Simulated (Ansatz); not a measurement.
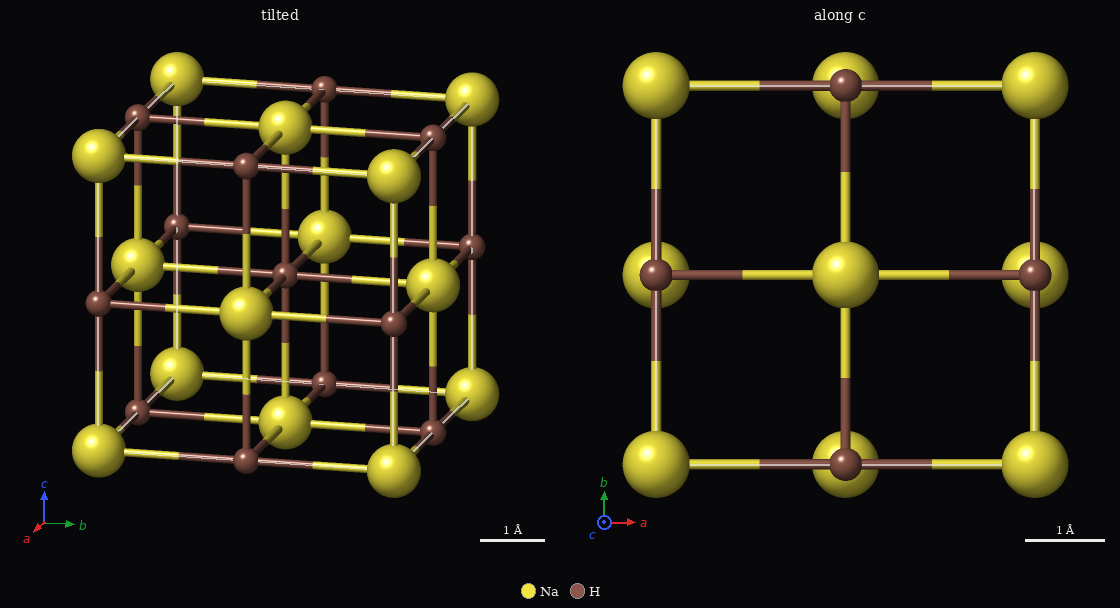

Shown here is a ball-and-stick view of the crystal, taken slightly off an axis and along the c axis. Thin lines show the conventional unit cell, with boundary atoms drawn in all their periodic places.

NaH, rock salt (NaCl type), space group Fm-3m (No. 225), a = 4.795 Å, b = 4.795 Å, c = 4.795 Å, α = 90.00°, β = 90.00°, γ = 90.00°. It goes back to a structure type filled with these elements by a generator (whether the compound takes this form wasn't checked). Earlier steps of the study may have refined or changed the cell and positions. It went into a calculation with Ansatz.

This one geometry was computed with Ansatz (DFT, plane waves, PAW) at three levels of theory: PBE, r2SCAN and HSE06. It was relaxed beforehand with r2SCAN.

### How does the band gap change with the level of theory?

PBE: a gap of 3.80 eV, indirect; r2SCAN: a gap of 4.40 eV, indirect; HSE06: a gap of 4.85 eV, indirect.

### Collect the results in a table.

| level | cutoff (eV) | k-mesh of the run's cell | gap (eV) | pressure (GPa) |
| --- | --- | --- | --- | --- |
| PBE | 420 | 10×10×10 | 3.80 | 0.6 |
| r2SCAN | 500 | 10×10×10 | 4.40 | 0.0 |
| HSE06 | 420 | 6×6×6 | 4.85 | 0.2 |

Gaps are taken on the k-mesh or band path of each run.
